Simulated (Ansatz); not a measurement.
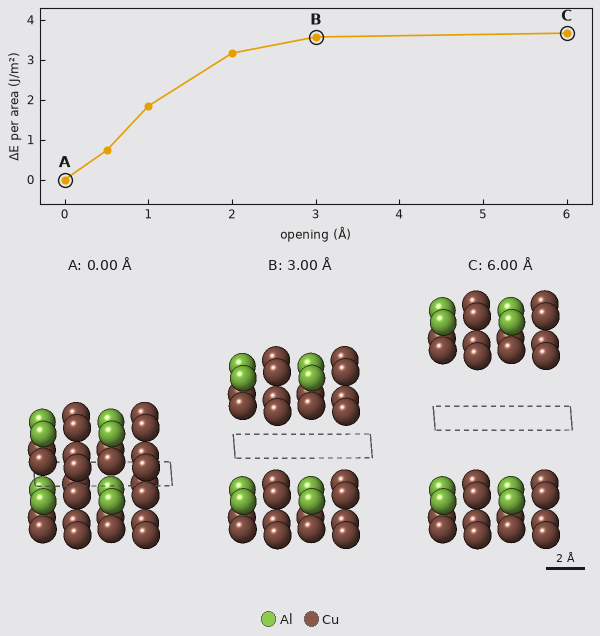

A scan of crystalline AlCu3 (Pm-3m): the crystal is pulled apart rigidly along the normal of the (1 0 0) plane of the conventional cell, at a cut between a plane of Al/Cu below and one of Cu above, 1.82 Å apart. One cut stands in each cell, which starts 10.9 Å high; nothing is relaxed, and the dashed outline marks the cut. The lettered frames are marked on the plot. The picture is a spheres-only view of the layers on both sides of the cut, seen from the side, nearly along the cut plane.

The calculation used DFT PBEsol, scalar-relativistic, plane waves, PAW in Ansatz. (plane-wave cutoff 420 eV; k-point mesh 13 × 13 × 5; occupations gaussian; smearing width 0.15 eV; no spin polarisation). Energies (free energies at the smearing named) are counted from the relaxed crystal.

**Read off the main features of the energy profile.**

At the widest opening, 6.00 Å, the energy has risen by 3.666 J/m², where the curve has levelled off: this is the ideal work of separation, the sum of the two unrelaxed surface energies of a slab 10.9 Å thick. The steepest rise lies between 0.50 Å and 1.00 Å, with a mean traction of about 22 GPa.
